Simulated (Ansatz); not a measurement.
## Ta: geometry relaxation (part 1 of 3)

Ta (slab, 12 atoms in the cell), computed with DFT PBE+D3(BJ), scalar-relativistic, plane waves, PAW, no spin polarisation (Ansatz 0.2.0).

The structure derives from an entry of the Crystallography Open Database. The input holds or restrains some coordinates. Forces given for the steps count only the free coordinates. It belongs to a series of runs on one base structure; here: clean slab, lower half held. Figures and captions count atoms from 1; the log counts them from 0 in places.

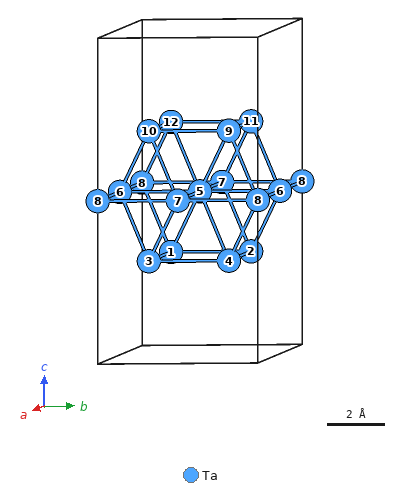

*The structure as given in the input (ball-and-stick view of the cell of the calculation, with the vacuum cut short, seen slightly off an axis; atoms are numbered from 1 in the order of the input). An atom can appear more than once, as a periodic image.*

The input:
```yaml
crystal:
  lattice:
    - [5.6896945747, 0.0, 0.0]
    - [-1.8965648582, 5.3642954889, 0.0]
    - [0.0, 0.0, 21.6456161668]
  atoms:
    - { symbol: Ta, position: [0.25, 0.25, 0.392689214] }
    - { symbol: Ta, position: [0.25, 0.75, 0.392689214] }
    - { symbol: Ta, position: [0.75, 0.25, 0.392689214] }
    - { symbol: Ta, position: [0.75, 0.75, 0.392689214] }
    - { symbol: Ta, position: [0.5, 0.5, 0.5] }
    - { symbol: Ta, position: [0.5, 0.0, 0.5] }
    - { symbol: Ta, position: [0.0, 0.5, 0.5] }
    - { symbol: Ta, position: [0.0, 0.0, 0.5] }
    - { symbol: Ta, position: [0.75, 0.75, 0.607310786] }
    - { symbol: Ta, position: [0.75, 0.25, 0.607310786] }
    - { symbol: Ta, position: [0.25, 0.75, 0.607310786] }
    - { symbol: Ta, position: [0.25, 0.25, 0.607310786] }
basis:
  ecutwfc: 420
kpoints:
  mp_grid: { grid: [6, 6, 1] }
hamiltonian:
  xc: pbe
  dispersion: d3bj
scf:
  occupations: { method: gaussian, width: 0.1 }
output:
  forces: true
  eigenvalues: true
  write_density: true
  write_potential: true
  elf: true
  volumetric_format: npy
relax:
  adjacent_minimum: "off"
  f_tol: 0.03
  max_steps: 70
  constraints: [{ sites: [0, 1, 2, 3] }]
efield:
  axis: 3
  dipole_correction: true
  ramp_width: 0.04
```

Run on 4 threads of Intel Xeon (Granite Rapids), 32 GiB of memory available, shared host.

Command:
```bash
ansatz run input.yaml --threads 4 --pin off --max-ram 10240MiB --backend cpu --events-out ev --progress --plain --runs-dir out
```

Log:
```
Engine: ansatz 0.2.0, x86_64-unknown-linux-gnu
Pseudopotentials: kind: paw
Pseudopotential: Ta, paw, valence charge 13, recommended cutoff 420 eV (normal), Ta.paw.azcp
Functional definition: PBE
  parameter kappa = 0.804
  parameter beta = 0.06672455060314922
  exchange = pbe_x(kappa = kappa, mu = beta*pi^2/3)
  correlation = pbe_c(beta = beta)
Crystal: 12 atoms, lattice volume = 660.650 Å³
Basis set: ecut = 420 eV, 12897 PW (Γ), exchange–correlation on 80×80×300 points (8 copies of the dense FFT grid, shifted against one another)
Bands: 94, of which v1, the nominal top of the filled ones, is band 78 counted from 1 (77 counted from 0)
Symmetry: 16 space group operations
k-points: 13 of 36
Non-local potential: Ta, projectors of the file, l = 0: 3, l = 1: 2, l = 2: 2, l = 3: 1
PAW form: soft (Blöchl's): semilocal exchange-correlation on the pseudo side does not see the compensation charge
PAW one-centre angular grid: Ta, 590 points (default); XC on 64 Gauss nodes
Initial density: superposition of atomic densities (neutral atoms: chi_scale 0, normalization atom), corrected by the library's trained network
Initial wavefunctions: pseudopotential atomic-orbital guess
Functional: x = pbe(κ = 0.804, μ = 0.2195149727645171), c = pbe(β = 0.06672455060314922)
SCF iter   1: F=—  HF=-119183.078615 eV  |F-HF|=—  |Δ(HF+E_count)|=         —  Δρ=3.88e-3  dr2=4.12e-1  ethr=1.77e-3  p=0.000 e·Å  D=6.47e-14 V/Å  ΔV_dip=-0.00 eV  dr2_dipole=5.92e-8  V_vac-E_F(+/−)=4.84/4.84 eV  ⟨swp⟩=10.9  Hψ=6058  notcnv=0
efield: sawtooth ramp at fractional position 0.9800 (placed from the atoms, in the widest stretch of the axis that holds none; the zero of the levels goes with the place), width 0.0400; the density the first Hamiltonian is built on has a dipole p = 0.000 e·Å; the dipole correction subtracts the counter field D = 6.47e-14 V/Å, which shifts the + side's vacuum level by -0.00 eV against the − side's; the planar-averaged density in the ramp window peaks in size at 1.7e-5 e/Å³
preconditioner: auto → LDOS  [metal: Δε(μ)=0.041 eV  Ē_g=3.537 eV  σ=0.100 eV  W_gap=0.23  n_scr=102 (ndim 8)  ℏωp=11.2 eV  f_vac=0.581  D(μ)=12.92/eV (n_scr^D=74)  β→1.0]
SCF iter   2: F=—  HF=-119183.049440 eV  |F-HF|=—  |Δ(HF+E_count)|=   2.92e-2  Δρ=1.32e-3  dr2=3.57e-2  ethr=2.64e-4  p=0.000 e·Å  D=2.44e-6 V/Å  ΔV_dip=-0.00 eV  dr2_dipole=6.14e-8  V_vac-E_F(+/−)=4.79/4.79 eV  ⟨swp⟩=2.2  Hψ=1712  notcnv=0  defer=42
SCF iter   3: F=—  HF=-119183.050722 eV  |F-HF|=—  |Δ(HF+E_count)|=   1.28e-3  Δρ=3.47e-4  dr2=2.28e-3  ethr=2.29e-5  p=0.000 e·Å  D=2.30e-6 V/Å  ΔV_dip=-0.00 eV  dr2_dipole=7.23e-10  V_vac-E_F(+/−)=4.81/4.81 eV  ⟨swp⟩=2.0  Hψ=1497  notcnv=0  defer=42
SCF iter   4: F=—  HF=-119183.051272 eV  |F-HF|=—  |Δ(HF+E_count)|=   5.50e-4  Δρ=1.36e-4  dr2=3.58e-4  ethr=1.46e-6  p=0.000 e·Å  D=1.15e-6 V/Å  ΔV_dip=-0.00 eV  dr2_dipole=8.80e-10  V_vac-E_F(+/−)=4.81/4.81 eV  ⟨swp⟩=2.8  Hψ=1829  notcnv=0  defer=42
SCF iter   5: F=—  HF=-119183.051264 eV  |F-HF|=—  |Δ(HF+E_count)|=   7.60e-6  Δρ=4.11e-5  dr2=2.33e-5  ethr=2.29e-7  p=0.000 e·Å  D=4.06e-7 V/Å  ΔV_dip=-0.00 eV  dr2_dipole=2.66e-11  V_vac-E_F(+/−)=4.81/4.81 eV  ⟨swp⟩=2.0  Hψ=1457  notcnv=0  defer=41
SCF iter   6: F=-119183.051268 eV  HF=-119183.051268 eV  |F-HF|=6.74e-8  |Δ(HF+E_count)|=   3.95e-6  Δρ=8.19e-6  dr2=9.84e-7  ethr=1.44e-8  p=0.000 e·Å  D=1.73e-7 V/Å  ΔV_dip=-0.00 eV  dr2_dipole=8.40e-12  V_vac-E_F(+/−)=4.81/4.81 eV  ⟨swp⟩=26.7  Hψ=13319  notcnv=0
SCF 1 converged in 6 iterations: F = -119183.051268 eV  dr2 = 9.84e-7
  greatest PAW one-centre occupation: 0.999 electrons in one spin orbital (limit 2), on the Ta atom at site 3 (counted from 0), in its partial waves of l = 0
relax step   1: F+E_penalty+E_count = -119183.05126821 eV  Δ(F+E_penalty+E_count) = +0.000e0 eV  max|allowed force component| = 3.407e-1 eV/Å  Δτ_max = 0.0000 Å  (6 SCF iters, dr2 threshold 2.25e-5 eV, accepted)
Initial density: handed on by an earlier stage of this run
Initial wavefunctions: those handed on with the density
SCF iter   1: F=—  HF=-119183.393307 eV  |F-HF|=—  |Δ(HF+E_count)|=         —  Δρ=1.14e-2  dr2=9.90e0  ethr=3.10e-3  p=-0.000 e·Å  D=-1.72e-6 V/Å  ΔV_dip=0.00 eV  dr2_dipole=2.83e0  V_vac-E_F(+/−)=4.83/4.83 eV  ⟨swp⟩=5.7  Hψ=2979  notcnv=0  defer=53
efield: sawtooth ramp at fractional position 0.9800 (handed on by an earlier solve), width 0.0400; the density the first Hamiltonian is built on has a dipole p = -0.000 e·Å; the dipole correction subtracts the counter field D = -1.72e-6 V/Å, which shifts the + side's vacuum level by +0.00 eV against the − side's; the planar-averaged density in the ramp window peaks in size at 4.1e-6 e/Å³
preconditioner: auto → LDOS  [metal: Δε(μ)=0.013 eV  Ē_g=3.688 eV  σ=0.100 eV  W_gap=0.07  n_scr=102 (ndim 8)  ℏωp=11.2 eV  f_vac=0.589  D(μ)=10.45/eV (n_scr^D=60)  β→1.0]
SCF iter   2: F=—  HF=-119183.199871 eV  |F-HF|=—  |Δ(HF+E_count)|=   1.93e-1  Δρ=6.06e-3  dr2=2.86e0  ethr=3.10e-3  p=0.062 e·Å  D=1.71e-2 V/Å  ΔV_dip=-0.37 eV  dr2_dipole=6.15e-1  V_vac-E_F(+/−)=4.41/4.78 eV  ⟨swp⟩=3.2  Hψ=1955  notcnv=0  defer=74
SCF iter   3: F=—  HF=-119183.061839 eV  |F-HF|=—  |Δ(HF+E_count)|=   1.38e-1  Δρ=1.46e-3  dr2=8.46e-2  ethr=1.83e-3  p=0.020 e·Å  D=5.52e-3 V/Å  ΔV_dip=-0.12 eV  dr2_dipole=2.52e-5  V_vac-E_F(+/−)=4.71/4.83 eV  ⟨swp⟩=2.8  Hψ=1606  notcnv=0  defer=74
SCF iter   4: F=—  HF=-119183.050633 eV  |F-HF|=—  |Δ(HF+E_count)|=   1.12e-2  Δρ=4.46e-4  dr2=3.14e-3  ethr=5.42e-5  p=0.016 e·Å  D=4.37e-3 V/Å  ΔV_dip=-0.09 eV  dr2_dipole=6.91e-4  V_vac-E_F(+/−)=4.71/4.81 eV  ⟨swp⟩=2.9  Hψ=2088  notcnv=0  defer=74
SCF iter   5: F=—  HF=-119183.051056 eV  |F-HF|=—  |Δ(HF+E_count)|=   4.23e-4  Δρ=1.54e-4  dr2=7.61e-4  ethr=2.02e-6  p=0.008 e·Å  D=2.18e-3 V/Å  ΔV_dip=-0.05 eV  dr2_dipole=1.49e-4  V_vac-E_F(+/−)=4.75/4.80 eV  ⟨swp⟩=2.2  Hψ=1782  notcnv=0  defer=74
SCF iter   6: F=—  HF=-119183.051064 eV  |F-HF|=—  |Δ(HF+E_count)|=   8.32e-6  Δρ=5.91e-5  dr2=1.48e-4  ethr=4.88e-7  p=0.007 e·Å  D=2.00e-3 V/Å  ΔV_dip=-0.04 eV  dr2_dipole=3.04e-5  V_vac-E_F(+/−)=4.76/4.80 eV  ⟨swp⟩=2.0  Hψ=1517  notcnv=0  defer=74
SCF iter   7: F=—  HF=-119183.051077 eV  |F-HF|=—  |Δ(HF+E_count)|=   1.25e-5  Δρ=1.50e-5  dr2=8.92e-6  ethr=9.46e-8  p=0.007 e·Å  D=1.90e-3 V/Å  ΔV_dip=-0.04 eV  dr2_dipole=1.33e-6  V_vac-E_F(+/−)=4.76/4.80 eV  ⟨swp⟩=1.8  Hψ=1289  notcnv=0  defer=74
SCF iter   8: F=-119183.051076 eV  HF=-119183.051078 eV  |F-HF|=1.55e-6  |Δ(HF+E_count)|=   1.29e-6  Δρ=4.79e-6  dr2=1.44e-6  ethr=4.65e-9  p=0.007 e·Å  D=1.85e-3 V/Å  ΔV_dip=-0.04 eV  dr2_dipole=5.64e-7  V_vac-E_F(+/−)=4.76/4.80 eV  ⟨swp⟩=25.5  Hψ=12829  notcnv=0
SCF 2 converged in 8 iterations: F = -119183.051076 eV  dr2 = 1.44e-6
  greatest PAW one-centre occupation: 1.000 electrons in one spin orbital (limit 2), on the Ta atom at site 11 (counted from 0), in its partial waves of l = 0
relax step   2: F+E_penalty+E_count = -119183.05107627 eV  Δ(F+E_penalty+E_count) = +1.919e-4 eV  max|allowed force component| = 4.891e-1 eV/Å  Δτ_max = 0.1949 Å  (8 SCF iters, dr2 threshold 7.26e-6 eV, rejected (line search))
SCF iter   1: F=—  HF=-119183.445270 eV  |F-HF|=—  |Δ(HF+E_count)|=         —  Δρ=1.20e-2  dr2=1.05e1  ethr=3.10e-3  p=0.007 e·Å  D=1.86e-3 V/Å  ΔV_dip=-0.04 eV  dr2_dipole=2.56e0  V_vac-E_F(+/−)=4.74/4.78 eV  ⟨swp⟩=5.8  Hψ=3111  notcnv=0  defer=42
efield: sawtooth ramp at fractional position 0.9800 (handed on by an earlier solve), width 0.0400; the density the first Hamiltonian is built on has a dipole p = 0.007 e·Å; the dipole correction subtracts the counter field D = 1.86e-3 V/Å, which shifts the + side's vacuum level by -0.04 eV against the − side's; the planar-averaged density in the ramp window peaks in size at 5.0e-6 e/Å³
preconditioner: auto → LDOS  [metal: Δε(μ)=0.034 eV  Ē_g=3.479 eV  σ=0.100 eV  W_gap=0.19  n_scr=102 (ndim 8)  ℏωp=11.2 eV  f_vac=0.578  D(μ)=14.04/eV (n_scr^D=80)  β→1.0]
SCF iter   2: F=—  HF=-119183.123956 eV  |F-HF|=—  |Δ(HF+E_count)|=   3.21e-1  Δρ=4.93e-3  dr2=7.55e-1  ethr=3.10e-3  p=-0.029 e·Å  D=-7.81e-3 V/Å  ΔV_dip=0.17 eV  dr2_dipole=8.49e-2  V_vac-E_F(+/−)=5.02/4.85 eV  ⟨swp⟩=2.9  Hψ=1875  notcnv=0  defer=79
SCF iter   3: F=—  HF=-119183.063487 eV  |F-HF|=—  |Δ(HF+E_count)|=   6.05e-2  Δρ=1.81e-3  dr2=1.10e-1  ethr=4.84e-4  p=-0.004 e·Å  D=-1.01e-3 V/Å  ΔV_dip=0.02 eV  dr2_dipole=6.95e-3  V_vac-E_F(+/−)=4.83/4.81 eV  ⟨swp⟩=2.8  Hψ=2122  notcnv=0  defer=79
SCF iter   4: F=—  HF=-119183.050741 eV  |F-HF|=—  |Δ(HF+E_count)|=   1.27e-2  Δρ=4.08e-4  dr2=4.26e-3  ethr=7.05e-5  p=-0.006 e·Å  D=-1.69e-3 V/Å  ΔV_dip=0.04 eV  dr2_dipole=4.84e-4  V_vac-E_F(+/−)=4.85/4.81 eV  ⟨swp⟩=3.0  Hψ=2185  notcnv=0  defer=78
SCF iter   5: F=—  HF=-119183.051082 eV  |F-HF|=—  |Δ(HF+E_count)|=   3.41e-4  Δρ=1.34e-4  dr2=2.68e-4  ethr=2.73e-6  p=-0.003 e·Å  D=-8.12e-4 V/Å  ΔV_dip=0.02 eV  dr2_dipole=5.75e-6  V_vac-E_F(+/−)=4.83/4.81 eV  ⟨swp⟩=2.1  Hψ=1524  notcnv=0  defer=78
SCF iter   6: F=—  HF=-119183.051097 eV  |F-HF|=—  |Δ(HF+E_count)|=   1.52e-5  Δρ=4.06e-5  dr2=6.56e-5  ethr=1.72e-7  p=-0.001 e·Å  D=-4.05e-4 V/Å  ΔV_dip=0.01 eV  dr2_dipole=3.46e-5  V_vac-E_F(+/−)=4.82/4.81 eV  ⟨swp⟩=2.4  Hψ=1934  notcnv=0  defer=78
SCF iter   7: F=—  HF=-119183.051268 eV  |F-HF|=—  |Δ(HF+E_count)|=   1.71e-4  Δρ=1.10e-5  dr2=3.71e-6  ethr=4.21e-8  p=-0.000 e·Å  D=-1.00e-4 V/Å  ΔV_dip=0.00 eV  dr2_dipole=2.20e-7  V_vac-E_F(+/−)=4.81/4.81 eV  ⟨swp⟩=2.0  Hψ=1372  notcnv=0  defer=78
SCF iter   8: F=—  HF=-119183.051269 eV  |F-HF|=—  |Δ(HF+E_count)|=   9.79e-7  Δρ=3.96e-6  dr2=4.03e-7  ethr=2.38e-9  p=-0.000 e·Å  D=-2.78e-5 V/Å  ΔV_dip=0.00 eV  dr2_dipole=5.08e-8  V_vac-E_F(+/−)=4.81/4.81 eV  ⟨swp⟩=2.1  Hψ=1549  notcnv=0  defer=78
SCF iter   9: F=-119183.051269 eV  HF=-119183.051269 eV  |F-HF|=1.42e-8  |Δ(HF+E_count)|=   2.34e-7  Δρ=1.04e-6  dr2=3.41e-8  ethr=6.41e-11  p=-0.000 e·Å  D=-5.60e-6 V/Å  ΔV_dip=0.00 eV  dr2_dipole=6.18e-9  V_vac-E_F(+/−)=4.81/4.81 eV  ⟨swp⟩=23.0  Hψ=11268  notcnv=0
SCF 3 converged in 9 iterations: F = -119183.051269 eV  dr2 = 3.41e-8
relax step   3: F+E_penalty+E_count = -119183.05126874 eV  Δ(F+E_penalty+E_count) = -5.309e-7 eV  max|allowed force component| = 3.410e-1 eV/Å  Δτ_max = 0.0000 Å  (9 SCF iters, accepted)
```
